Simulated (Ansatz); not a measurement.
## SnO: geometry relaxation (part 2 of 2)

Continued. System: SnO (P2₁/m, 4 atoms in the cell). Method: DFT PBE, scalar-relativistic, plane waves, PAW, no spin polarisation (Ansatz 0.2.0); cutoff 420 eV, 10×10×8 k-mesh, Gaussian smearing of 0.01 eV. The structure derives from a Materials Project entry. It belongs to a series of runs on one base structure; here: shear of c along a, cell held, atoms relaxed: +4.0 %.

Geometry of the input (Å; fractional positions):
```
3.8683  0.0000  0.0000
0.0000  3.8683  0.0000
0.2026  0.0000  5.0662
Sn -0.0052  0.5000  0.2287
Sn 0.5052  0.0000  0.7713
O  0.5007  0.5000  0.0000
O  -0.0007  0.0000  -0.0000
```

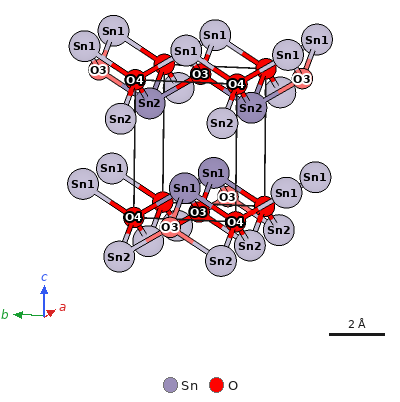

**Figure 1.** The geometry at step 2 of the log (ball-and-stick view of the cell of the calculation, seen at an oblique angle; neighbours outside the cell are drawn fainter; atoms are numbered from 1 in the order of the input).

What the program printed, continued:
```
relax step   4: F+E_penalty+E_count = -13183.39812063 eV  Δ(F+E_penalty+E_count) = -2.059e-4 eV  max|allowed force component| = 6.587e-2 eV/Å  Δτ_max = 0.0061 Å  (4 SCF iters, dr2 threshold 2.08e-6 eV, accepted)
SCF iter   1: F=—  HF=-13183.398353 eV  |F-HF|=—  |Δ(HF+E_count)|=         —  Δρ=5.91e-4  dr2=1.52e-4  ethr=1.95e-6  ⟨swp⟩=3.0  Hψ=17366  notcnv=0
preconditioner: auto → Resta (q_TF=auto, 2.453 Å⁻¹)  ε∞=3.3  [insulator: Δε(μ)=0.534 eV  Ē_g=17.888 eV  σ=0.010 eV  W_gap=1.00  n_scr=18 (ndim 8)  ℏωp=27.0 eV  f_vac=0.033  D(μ)=0.00/eV (n_scr^D=0)  ε∞_Penn≈3.3]
SCF iter   2: F=—  HF=-13183.398275 eV  |F-HF|=—  |Δ(HF+E_count)|=   7.84e-5  Δρ=2.53e-4  dr2=3.78e-5  ethr=3.81e-7  ⟨swp⟩=2.8  Hψ=13577  notcnv=0
SCF iter   3: F=—  HF=-13183.398268 eV  |F-HF|=—  |Δ(HF+E_count)|=   7.31e-6  Δρ=1.47e-4  dr2=1.14e-5  ethr=9.44e-8  ⟨swp⟩=2.0  Hψ=7714  notcnv=0
SCF iter   4: F=-13183.398266 eV  HF=-13183.398266 eV  |F-HF|=4.82e-8  |Δ(HF+E_count)|=   1.98e-6  Δρ=2.60e-5  dr2=5.67e-7  ethr=5.48e-9  ⟨swp⟩=3.2  Hψ=22931  notcnv=0
SCF 5 converged in 4 iterations: F = -13183.398266 eV  dr2 = 5.67e-7
relax step   5: F+E_penalty+E_count = -13183.39826553 eV  Δ(F+E_penalty+E_count) = -1.449e-4 eV  max|allowed force component| = 3.428e-2 eV/Å  Δτ_max = 0.0057 Å  (4 SCF iters, dr2 threshold 2.19e-6 eV, accepted)
SCF iter   1: F=—  HF=-13183.398416 eV  |F-HF|=—  |Δ(HF+E_count)|=         —  Δρ=2.35e-4  dr2=2.16e-5  ethr=8.00e-7  ⟨swp⟩=3.7  Hψ=18401  notcnv=0
preconditioner: auto → Resta (q_TF=auto, 2.453 Å⁻¹)  ε∞=3.3  [insulator: Δε(μ)=0.519 eV  Ē_g=17.877 eV  σ=0.010 eV  W_gap=1.00  n_scr=18 (ndim 8)  ℏωp=27.0 eV  f_vac=0.033  D(μ)=0.00/eV (n_scr^D=0)  ε∞_Penn≈3.3]
SCF iter   2: F=—  HF=-13183.398372 eV  |F-HF|=—  |Δ(HF+E_count)|=   4.40e-5  Δρ=1.03e-4  dr2=5.33e-6  ethr=5.39e-8  ⟨swp⟩=2.7  Hψ=13347  notcnv=0
SCF iter   3: F=—  HF=-13183.398371 eV  |F-HF|=—  |Δ(HF+E_count)|=   9.56e-7  Δρ=5.63e-5  dr2=1.48e-6  ethr=1.33e-8  ⟨swp⟩=2.0  Hψ=7756  notcnv=0
SCF iter   4: F=-13183.398370 eV  HF=-13183.398370 eV  |F-HF|=5.53e-9  |Δ(HF+E_count)|=   2.74e-7  Δρ=7.77e-6  dr2=4.35e-8  ethr=7.95e-10  ⟨swp⟩=3.3  Hψ=23603  notcnv=0
SCF 6 converged in 4 iterations: F = -13183.398370 eV  dr2 = 4.35e-8
relax step   6: F+E_penalty+E_count = -13183.39837041 eV  Δ(F+E_penalty+E_count) = -1.049e-4 eV  max|allowed force component| = 2.486e-4 eV/Å  Δτ_max = 0.0021 Å  (4 SCF iters, dr2 threshold 3.18e-7 eV, accepted)
iter 1 solved again at ethr=1.11e-10 eV; its pass at ethr=3.10e-3 eV (dr2=4.45e-8 eV) is discarded
SCF iter   1: F=—  HF=-13183.398410 eV  |F-HF|=—  |Δ(HF+E_count)|=         —  Δρ=7.91e-6  dr2=4.46e-8  ethr=1.11e-10  ⟨swp⟩=1.0  Hψ=18144  notcnv=0
preconditioner: auto → Resta (q_TF=auto, 2.453 Å⁻¹)  ε∞=3.3  [insulator: Δε(μ)=0.520 eV  Ē_g=17.878 eV  σ=0.010 eV  W_gap=1.00  n_scr=18 (ndim 8)  ℏωp=27.0 eV  f_vac=0.033  D(μ)=0.00/eV (n_scr^D=0)  ε∞_Penn≈3.3]
SCF iter   2: F=-13183.398370 eV  HF=-13183.398370 eV  |F-HF|=2.94e-9  |Δ(HF+E_count)|=   3.99e-5  Δρ=4.54e-6  dr2=1.62e-8  ethr=1.11e-10  ⟨swp⟩=5.0  Hψ=20345  notcnv=0
SCF 7 converged in 2 iterations: F = -13183.398370 eV  dr2 = 1.62e-8
relax step   7: F+E_penalty+E_count = -13183.39837042 eV  Δ(F+E_penalty+E_count) = -1.190e-8 eV  max|allowed force component| = 2.476e-4 eV/Å  Δτ_max = 0.0000 Å  (2 SCF iters, accepted)
SCF converged after 2 iterations
Free energy (F): -13183.398370 eV
Harris-Foulkes:  -13183.398370 eV  (|F-HF|=2.94e-9)
Internal energy: -13183.398370 eV  (E = F + TS)
E sigma→0 (E₀):  -13183.398370 eV
Fermi energy:    9.008031 eV
--- Per-component energies (eV) ---
  E_band       = -222.889555
  E_kinetic    = 721.772749
  E_local      = -2897.764033  (includes V_loc(G=0)·N_el)
  E_nonlocal   = 31.776396
  E_hartree    = 1540.844780
  E_xc         = -912.447058
  E_vxc        = -379.814839  (∫ρ·V_xc dr)
  E_paw        = -8588.038938  (= ΣΔE_a)
  E_vpaw       = -780.557744  (= ΣTr[D̂ρ^β])
  E_aug_tail   = 0.004782  (compensation charges beyond the density's cutoff)
  E_ewald      = -3079.547048
  E_smearing   = -0.000000  (= −TS)
  E_closure    = -0.000000  (closes the sum)
  Σ components = -13183.398370   (vs F -13183.398370, Δ=0.00e0)
--- Forces (eV/Å), atoms counted from 1 ---
  atom   1  Sn     0.00002559     0.00000000     0.00005453
  atom   2  Sn    -0.00002559     0.00000000    -0.00005453
  atom   3  O      0.00024763     0.00000000    -0.00001090
  atom   4  O     -0.00024763     0.00000000     0.00001090
  max |Σ_I F_I| component: 0.00e0 eV/Å
--- Stress (GPa, compression-positive) ---
        0.061893       0.000000      -0.732364
        0.000000       0.081471       0.000000
       -0.732364       0.000000       0.127235
  P = ⅓ Tr σ = 0.0902 GPa (0.902 kbar)
--- Band table (eV; the first three rows and the last of 252) ---
  k-point 0: bands = ["-13.0060", "-12.6424", "-12.6331", "-12.6316", "-12.6071", "-12.5863", "-12.5645", "-12.5488", "-12.5322", "-12.5312", "-10.9460", "-8.5686", "1.3889", "2.5256", "2.9300", "2.9315", "5.5926", "5.8645", "5.8672", "8.7482", "10.6773", "12.8252", "13.6444", "13.6796"]
  k-point 1: bands = ["-13.0047", "-12.6436", "-12.6305", "-12.6294", "-12.6062", "-12.5850", "-12.5655", "-12.5501", "-12.5347", "-12.5339", "-10.9427", "-8.5687", "1.0556", "2.9411", "2.9415", "2.9981", "5.5851", "5.8625", "5.8651", "8.5820", "10.5688", "12.8655", "13.1331", "13.1948"]
  k-point 2: bands = ["-13.0015", "-12.6468", "-12.6236", "-12.6232", "-12.6038", "-12.5814", "-12.5681", "-12.5536", "-12.5412", "-12.5411", "-10.9349", "-8.5688", "0.5946", "2.9677", "2.9686", "3.8633", "5.5680", "5.8578", "5.8601", "8.0631", "10.4576", "12.5362", "12.5545", "12.9205"]
  k-point 251: bands = ["-12.9171", "-12.9171", "-12.6167", "-12.6167", "-12.5884", "-12.5884", "-12.5501", "-12.5501", "-12.5273", "-12.5273", "-9.3968", "-9.3968", "0.2112", "0.2112", "3.6645", "3.6645", "6.3760", "6.3760", "6.5063", "6.5063", "11.3531", "11.3531", "12.4763", "12.4763"]
--- Relaxed structure (7 steps of the walk, 7 accepted, 0 SCFs on fresh bases) ---
  F+E_penalty+E_count = -13183.39837042 eV   max|allowed force component| = 2.476e-4 eV/Å
  atoms:
    - { symbol: Sn, position: [-0.010374450640915456, 0.5000000000000001, 0.22868424164767248] }
    - { symbol: Sn, position: [0.5103744506409156, 0.0, 0.7713157583523277] }
    - { symbol: O, position: [0.5013215890028735, 0.5000000000000001, 6.90301617039399e-5] }
    - { symbol: O, position: [-0.0013215890028734757, 0.0, -6.903016170393984e-5] }
```

Trajectory as extended XYZ (Å, eV, eV/Å), 7 frames, from step=1 to step=7:
```
4
Lattice="3.8683 0.0000 0.0000 0.0000 3.8683 0.0000 0.2026 0.0000 5.0662" Properties=species:S:1:pos:R:3:forces:R:3 step=1 energy=-13183.39620
Sn    0.0263    1.9341    1.1589   -0.1014   0.0000   0.0035
Sn    2.1104    0.0000    3.9073    0.1014   0.0000  -0.0035
O     1.9367    1.9341    0.0001    0.0497   0.0000  -0.0056
O    -0.0026    0.0000   -0.0001   -0.0497   0.0000   0.0056
4
Lattice="3.8683 0.0000 0.0000 0.0000 3.8683 0.0000 0.2026 0.0000 5.0662" Properties=species:S:1:pos:R:3:forces:R:3 step=2 energy=-13183.39733
Sn    0.0139    1.9341    1.1590   -0.0450   0.0000  -0.0031
Sn    2.1229    0.0000    3.9073    0.0450   0.0000   0.0031
O     1.9317    1.9341    0.0001    0.0904   0.0000  -0.0016
O     0.0025    0.0000   -0.0001   -0.0904   0.0000   0.0016
4
Lattice="3.8683 0.0000 0.0000 0.0000 3.8683 0.0000 0.2026 0.0000 5.0662" Properties=species:S:1:pos:R:3:forces:R:3 step=3 energy=-13183.39791
Sn    0.0024    1.9341    1.1582    0.0251   0.0000   0.0064
Sn    2.1344    0.0000    3.9081   -0.0251   0.0000  -0.0064
O     1.9448    1.9341    0.0000   -0.0642   0.0000   0.0022
O    -0.0107    0.0000    0.0000    0.0642   0.0000  -0.0022
4
Lattice="3.8683 0.0000 0.0000 0.0000 3.8683 0.0000 0.2026 0.0000 5.0662" Properties=species:S:1:pos:R:3:forces:R:3 step=4 energy=-13183.39812
Sn    0.0062    1.9341    1.1623   -0.0001   0.0000  -0.0659
Sn    2.1306    0.0000    3.9039    0.0001   0.0000   0.0659
O     1.9388    1.9341    0.0006    0.0053   0.0000  -0.0014
O    -0.0046    0.0000   -0.0006   -0.0053   0.0000   0.0014
4
Lattice="3.8683 0.0000 0.0000 0.0000 3.8683 0.0000 0.2026 0.0000 5.0662" Properties=species:S:1:pos:R:3:forces:R:3 step=5 energy=-13183.39827
Sn    0.0069    1.9341    1.1566   -0.0060   0.0000   0.0343
Sn    2.1298    0.0000    3.9096    0.0060   0.0000  -0.0343
O     1.9375    1.9341    0.0005    0.0198   0.0000  -0.0009
O    -0.0034    0.0000   -0.0005   -0.0198   0.0000   0.0009
4
Lattice="3.8683 0.0000 0.0000 0.0000 3.8683 0.0000 0.2026 0.0000 5.0662" Properties=species:S:1:pos:R:3:forces:R:3 step=6 energy=-13183.39837
Sn    0.0062    1.9341    1.1586    0.0000   0.0000   0.0000
Sn    2.1306    0.0000    3.9077    0.0000   0.0000   0.0000
O     1.9393    1.9341    0.0003    0.0002   0.0000   0.0000
O    -0.0051    0.0000   -0.0003   -0.0002   0.0000   0.0000
4
Lattice="3.8683 0.0000 0.0000 0.0000 3.8683 0.0000 0.2026 0.0000 5.0662" Properties=species:S:1:pos:R:3:forces:R:3 step=7 energy=-13183.39837
Sn    0.0062    1.9341    1.1586    0.0000   0.0000   0.0001
Sn    2.1306    0.0000    3.9077    0.0000   0.0000  -0.0001
O     1.9393    1.9341    0.0003    0.0002   0.0000   0.0000
O    -0.0051    0.0000   -0.0003   -0.0002   0.0000   0.0000
```

Key numbers:

- outcome: converged
- space group (tolerance 0.01 Å): P2₁/m (11)
- electrons treated: 40
- free energy: −13183.3984 eV
- Fermi energy: 9.008 eV
- gap on the k-point mesh: 0.52 eV
- pressure: 0.09 GPa
- final volume: 75.81 Å³
- largest force (length of the vector) at the end: under 0.001 eV/Å
- final cell: a = 3.868 Å, b = 3.868 Å, c = 5.070 Å, α = 90.00°, β = 87.71°, γ = 90.00°
- hardware: 1 thread of Intel Xeon (Sapphire Rapids), 16 GiB of memory available, shared host
- wall time: 90 s
- peak memory: 0.67 GiB

Notes:

The program warns: the SCF threshold is looser than advised for the printed stress.
